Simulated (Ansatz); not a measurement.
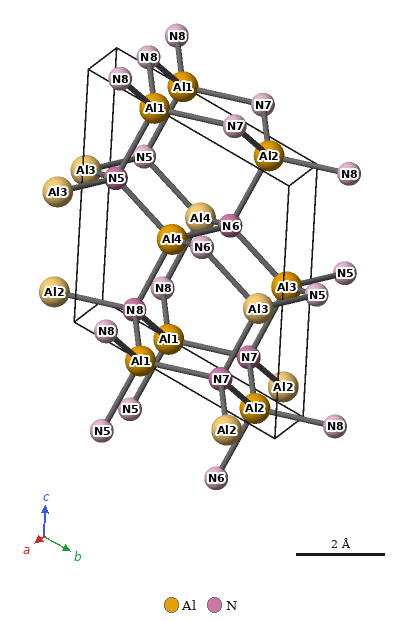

Figure 1. The structure as given in the input (ball-and-stick view of the cell of the calculation, seen slightly off an axis; neighbours outside the cell are drawn fainter; atoms are numbered from 1 in the order of the input). An atom can appear more than once, as a periodic image. Near neighbours in the periodic cell (some may lie outside the picture): Al has 4 N at 1.86 to 1.91 Å; N has 4 Al at 1.86 to 1.91 Å.

**AlN: single-point calculation**

- system: AlN (Cmc2₁, 8 atoms in the cell)
- method: DFT LDA, scalar-relativistic, plane waves, PAW, PAW set soft_1, no spin polarisation (Ansatz 0.2.0)

The structure derives from an entry of the Crystallography Open Database. Figures and captions count atoms from 1; the log counts them from 0 in places.

What the program printed
```
Warning: [file] the record states the generating functional pbe (its physics header spells it `PBE`), which answers neither for hamiltonian.xc's functional nor for the lda family's — results may be inconsistent (PPs are generated against a specific XC)
Warning: [file] the record states the generating functional pbe (its physics header spells it `PBE`), which answers neither for hamiltonian.xc's functional nor for the lda family's — results may be inconsistent (PPs are generated against a specific XC)
Engine: ansatz 0.2.0, aarch64-unknown-linux-gnu
Pseudopotentials: kind: paw
Pseudopotential: Al, paw, valence charge 3, recommended cutoff 420 eV (normal), [file]
Pseudopotential: N, paw, valence charge 5, recommended cutoff 420 eV (normal), [file]
Functional definition: SPW92
  exchange = slater_x
  correlation = pw_c
Crystal: 8 atoms, lattice volume = 81.683 Å³
Basis set: ecut = 520 eV, 2223 PW (Γ)
Bands: 24, of which v1, the nominal top of the filled ones, is band 16 counted from 1 (15 counted from 0)
Symmetry: 8 space group operations
Space group: Cmc21 (ITA 36), of the structure as read, at distance tolerance 4.3e-5 Å
k-points: 95 of 512 (time reversal used)
Non-local potential: Al, projectors of the file, l = 0: 2, l = 1: 2, l = 2: 1
Non-local potential: N, projectors of the file, l = 0: 2, l = 1: 2, l = 2: 1
PAW form: soft (Blöchl's): semilocal exchange-correlation on the pseudo side does not see the compensation charge
PAW frozen core: Al, regenerated for the run's functional, and the local potential with it (the file was generated under x = pbe(κ = 0.804, μ = 0.2195149727645171), c = pbe(β = 0.06672455060314922))
PAW frozen core: N, regenerated for the run's functional, and the local potential with it (the file was generated under x = pbe(κ = 0.804, μ = 0.2195149727645171), c = pbe(β = 0.06672455060314922))
PAW one-centre angular grid: Al, 110 points (default); XC on 64 Gauss nodes
PAW one-centre angular grid: N, 110 points (default); XC on 64 Gauss nodes
Initial density: superposition of atomic densities (chi_scale 0.1, normalization cell, long waves kept (reshape's long-wave potential 0.00 eV rms))
Initial wavefunctions: pseudopotential atomic-orbital guess
Functional: x = slater, c = lda
SCF iter   1: F=—  HF=-3565.556159 eV  |F-HF|=—  |Δ(HF+E_count)|=         —  Δρ=1.38e-1  dr2=1.87e1  ethr=3.10e-3  ⟨swp⟩=6.7  Hψ=12237  notcnv=0  defer=4
preconditioner: auto → none  [insulator: Δε(μ)=5.813 eV  Ē_g=14.368 eV  σ=0.050 eV  W_gap=1.00  n_scr=14 (ndim 8)  ℏωp=23.2 eV  f_vac=0.000  D(μ)=0.00/eV (n_scr^D=0)  ε∞_Penn≈3.6]
SCF iter   2: F=—  HF=-3559.693269 eV  |F-HF|=—  |Δ(HF+E_count)|=    5.86e0  Δρ=3.52e-2  dr2=6.80e-1  ethr=3.10e-3  ⟨swp⟩=3.0  Hψ=5418  notcnv=0  defer=326
SCF iter   3: F=—  HF=-3559.439943 eV  |F-HF|=—  |Δ(HF+E_count)|=   2.53e-1  Δρ=1.32e-2  dr2=8.15e-2  ethr=2.12e-3  ⟨swp⟩=1.0  Hψ=2409  notcnv=0  defer=326
SCF iter   4: F=—  HF=-3559.407849 eV  |F-HF|=—  |Δ(HF+E_count)|=   3.21e-2  Δρ=5.11e-4  dr2=1.58e-4  ethr=2.55e-4  ⟨swp⟩=2.4  Hψ=2738  notcnv=0  defer=326
SCF iter   5: F=—  HF=-3559.407824 eV  |F-HF|=—  |Δ(HF+E_count)|=   2.44e-5  Δρ=5.45e-5  dr2=1.92e-6  ethr=4.94e-7  ⟨swp⟩=2.0  Hψ=3396  notcnv=0  defer=326
SCF iter   6: F=—  HF=-3559.407825 eV  |F-HF|=—  |Δ(HF+E_count)|=   9.95e-7  Δρ=9.37e-6  dr2=3.19e-8  ethr=3.13e-10  ⟨swp⟩=14.6  Hψ=17207  notcnv=0
SCF iter   7: F=-3559.407825 eV  HF=-3559.407825 eV  |F-HF|=1.07e-9  |Δ(HF+E_count)|=   5.63e-9  Δρ=1.78e-6  dr2=1.71e-9  ethr=9.96e-11  ⟨swp⟩=5.0  Hψ=11422  notcnv=0
SCF 1 converged in 7 iterations: F = -3559.407825 eV  dr2 = 1.71e-9
  greatest PAW one-centre occupation: 0.783 electrons in one spin orbital (limit 2), on the N atom at site 7 (counted from 0), in its partial waves of l = 0
SCF converged after 7 iterations
Free energy (F): -3559.407825 eV
Harris-Foulkes:  -3559.407825 eV  (|F-HF|=1.07e-9)
Internal energy: -3559.407825 eV  (E = F + TS)
E sigma→0 (E₀):  -3559.407825 eV
Fermi energy:    9.300881 eV
--- Per-component energies (eV) ---
  E_band       = 58.739349
  E_kinetic    = 627.719973
  E_local      = -835.751289  (includes V_loc(G=0)·N_el)
  E_nonlocal   = 187.117672
  E_hartree    = 304.862699
  E_xc         = -392.728868
  E_vxc        = -427.625025  (∫ρ·V_xc dr)
  E_paw        = -2258.754917  (= ΣΔE_a)
  E_vpaw       = -102.447185  (= ΣTr[D̂ρ^β])
  E_aug_tail   = -0.000170  (compensation charges beyond the density's cutoff)
  E_ewald      = -1192.415968
  E_core_change = 0.543042  (= ΣΔE_core)
  E_smearing   = -0.000000  (= −TS)
  E_closure    = 0.000000  (closes the sum)
  Σ components = -3559.407825   (vs F -3559.407825, Δ=0.00e0)
--- Forces (eV/Å), atoms counted from 1 ---
  atom   1  Al    -0.00000000     0.43634461     0.01714947
  atom   2  Al    -0.00000000     0.43634461     0.01714947
  atom   3  Al    -0.00000000    -0.43634461     0.01714947
  atom   4  Al    -0.00000000    -0.43634461     0.01714947
  atom   5  N      0.00000000     0.49071153    -0.01716573
  atom   6  N      0.00000000     0.49071153    -0.01716573
  atom   7  N      0.00000000    -0.49071153    -0.01716573
  atom   8  N      0.00000000    -0.49071153    -0.01716573
  max |Σ_I F_I| component: 6.50e-5 eV/Å
--- Stress (GPa, compression-positive) ---
        2.856217       0.000000       0.000000
        0.000000      -2.430565      -0.000000
        0.000000      -0.000000       0.051919
  P = ⅓ Tr σ = 0.1592 GPa (1.592 kbar)
--- Band table (eV; the first three rows and the last of 95) ---
  k-point 0: bands = ["-8.0657", "-5.7817", "-5.5835", "-5.5835", "0.9575", "1.4112", "1.4112", "5.5335", "5.5335", "5.6504", "5.6504", "6.1205", "6.2955", "6.8244", "6.9052", "7.0947", "11.5071", "12.4488", "12.4488", "13.8293", "16.2812", "16.2812", "17.7397", "18.1600"]
  k-point 1: bands = ["-8.0030", "-5.9132", "-5.7488", "-5.4240", "1.1822", "1.2436", "1.7572", "5.0514", "5.2768", "5.8124", "5.9901", "6.1454", "6.3165", "6.7433", "6.7957", "6.8811", "11.7919", "12.0474", "12.8882", "13.8733", "16.0885", "16.7165", "17.6324", "18.1482"]
  k-point 2: bands = ["-7.8181", "-6.2529", "-5.8915", "-5.2963", "1.2565", "1.7983", "2.2325", "4.3848", "5.0736", "5.8884", "5.9311", "6.0700", "6.2172", "6.3847", "6.7147", "6.8130", "12.0382", "12.4364", "13.0132", "13.9639", "16.4744", "16.4777", "17.3955", "18.1652"]
  k-point 94: bands = ["-5.8410", "-5.8410", "-5.3433", "-5.3433", "1.2746", "1.2746", "2.0892", "2.0892", "4.5116", "4.5116", "5.1578", "5.1578", "5.8262", "5.8262", "6.1605", "6.1605", "12.1471", "12.1471", "12.8982", "12.8982", "16.3778", "16.3778", "16.6403", "16.6403"]
```

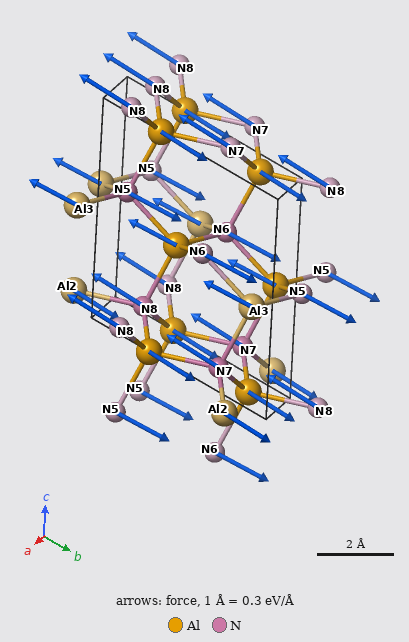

Figure 2. Forces on the atoms as blue arrows (ball-and-stick view of the cell of the calculation, seen slightly off an axis; neighbours outside the cell are drawn fainter; atoms are numbered from 1 in the order of the input). The largest act on all 4 N atoms (0.49 eV/Å); all 4 Al atoms (0.44 eV/Å). The geometry is not a stationary point of this energy.

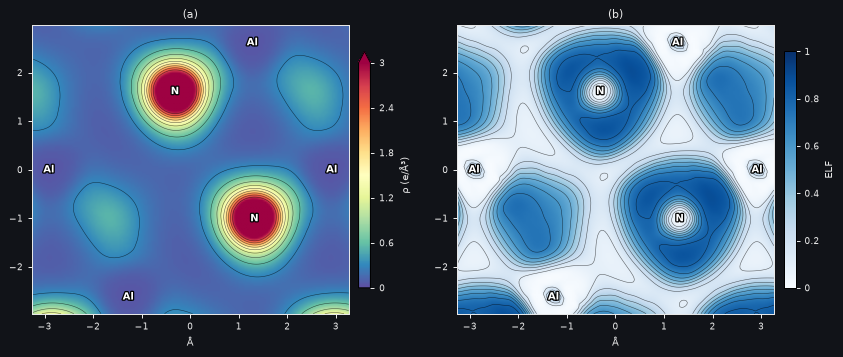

Figure 3. (a) valence pseudo-density; (b) ELF on the (11̄0) plane of the calculation cell. Atoms in the plane: Al and N. Al–N (1.89 Å): ρ at the midpoint is about 0.69 e/Å³; the ELF is about 0.85 at the midpoint. Al–N (1.89 Å): ρ is about 0.69 e/Å³ halfway; the ELF is about 0.85 at the midpoint. Away from the nuclei the density in this plane falls to 0.08 e/Å³ at its lowest. In a PAW calculation such maps are meaningful between the atoms, not at the nuclei.

The run was set up as follows.

Input
```yaml
crystal:
  lattice:
    - [-3.0886152975, 0.0, 0.0]
    - [0.0, 5.3496386204, 0.0]
    - [1.5443076488, -2.6748193102, -4.9435842666]
  atoms:
    - { symbol: Al, position: [0.999240553, 0.3306081544, 0.998481106] }
    - { symbol: Al, position: [0.499240553, 0.8306081544, 0.998481106] }
    - { symbol: Al, position: [0.249240553, 0.9178729516, 0.498481106] }
    - { symbol: Al, position: [0.749240553, 0.4178729516, 0.498481106] }
    - { symbol: "N", position: [0.8082584636, 0.1373485213, 0.6165169272] }
    - { symbol: "N", position: [0.3082584636, 0.6373485213, 0.6165169272] }
    - { symbol: "N", position: [0.0582584636, 0.7291684059, 0.1165169272] }
    - { symbol: "N", position: [0.5582584636, 0.2291684059, 0.1165169272] }
basis:
  ecutwfc: 520.0
kpoints:
  mp_grid: { grid: [8, 8, 8] }
hamiltonian:
  xc: lda
  pseudopotentials: { kind: paw, azcp: { folder: soft_1 } }
scf:
  occupations: { method: gaussian, width: 0.05 }
output:
  forces: true
  stress: true
  eigenvalues: true
  write_density: true
  write_potential: true
  elf: true
  volumetric_format: npy
```

Run as:
```bash
ansatz run input.yaml --threads 2 --pin off --max-ram 4096MiB --backend cpu --events-out ev --progress --plain --runs-dir out
```

Summary

| quantity | value |
| --- | --- |
| outcome | converged |
| space group (tolerance 0.01 Å) | Cmc2₁ (36) |
| electrons treated | 32 |
| free energy | −3559.4078 eV |
| Fermi energy | 9.301 eV |
| gap on the k-point mesh | 4.41 eV |
| pressure | 0.16 GPa |
| largest force (length of the vector) | 0.491 eV/Å |
| hardware | 2 threads of Arm Neoverse N1, 98 GiB of memory available, shared host |
| wall time | 28 s (CPU time 54 s) |
| peak memory | 0.45 GiB |

Notes

Warnings of the run: the PAW datasets were made with another functional.
